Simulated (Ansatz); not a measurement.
Consider Sn (cell with a defect).

```
CELL_PARAMETERS angstrom
0.00000 0.00000 -8.66996
7.01763 -3.50923 -4.33498
-3.50881 -7.01845 -4.33498
ATOMIC_POSITIONS crystal
Sn 0.91749 0.42085 0.79170
Sn 0.45000 0.70000 0.90000
Sn 0.80922 0.80829 0.62087
Sn 0.82951 0.12801 0.71297
Sn 0.36995 0.42085 0.79170
Sn 0.74084 0.50902 0.50930
Sn 0.26163 0.80829 0.62087
Sn 0.64244 0.88708 0.32803
Sn 0.35016 0.09068 0.70900
Sn 0.70002 0.20000 0.40000
Sn 0.25756 0.51292 0.47197
Sn 0.63837 0.59171 0.17913
Sn 0.15916 0.89098 0.29070
Sn 0.19998 0.20000 0.40000
Sn 0.54984 0.30932 0.09100
Sn 0.09078 0.59171 0.17913
Sn 0.53005 0.97915 0.00830
Sn 0.07049 0.27199 0.08703
Sn 0.98251 0.97915 0.00830
```

The calculation used DFT PBE+D3(BJ), scalar-relativistic, plane waves, PAW in Ansatz.

### What will maps of the valence pseudo-density and electron localisation function show?

Sn–Sn (3.25 Å): the density is about 0.17 e/Å³ at the midpoint; the ELF is about 0.35 at the midpoint.
Sn–Sn (3.31 Å): the density is about 0.15 e/Å³ at the midpoint; the ELF is about 0.35 at the midpoint.
Sn–Sn (3.36 Å): the density is about 0.15 e/Å³ at the midpoint; the ELF is about 0.35 at the midpoint.

### Does the calculation give a band gap?

It is metallic or semimetallic at this level of theory: no gap opens.

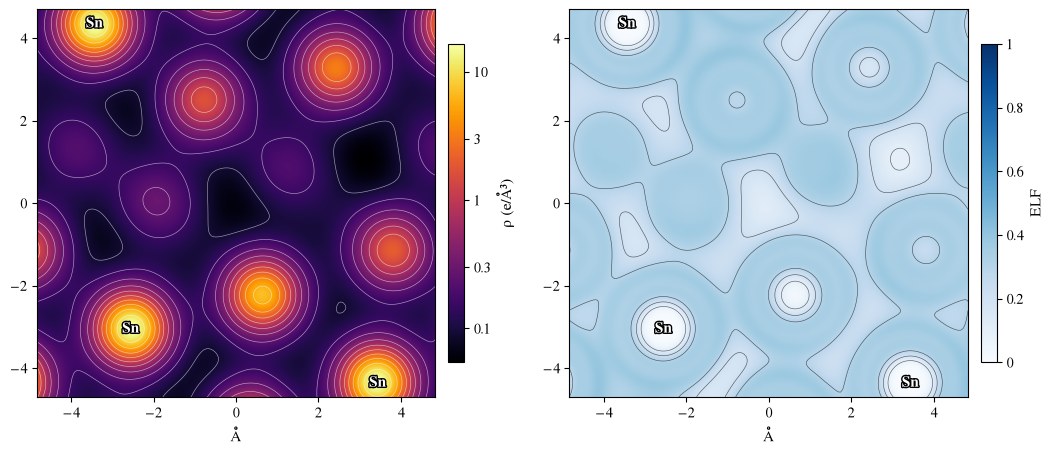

Computed valence pseudo-density and electron localisation function on the (110) plane of the calculation cell, in this order. Atoms just off the plane (Sn, 0.4 Å away) can leave unmarked features too.
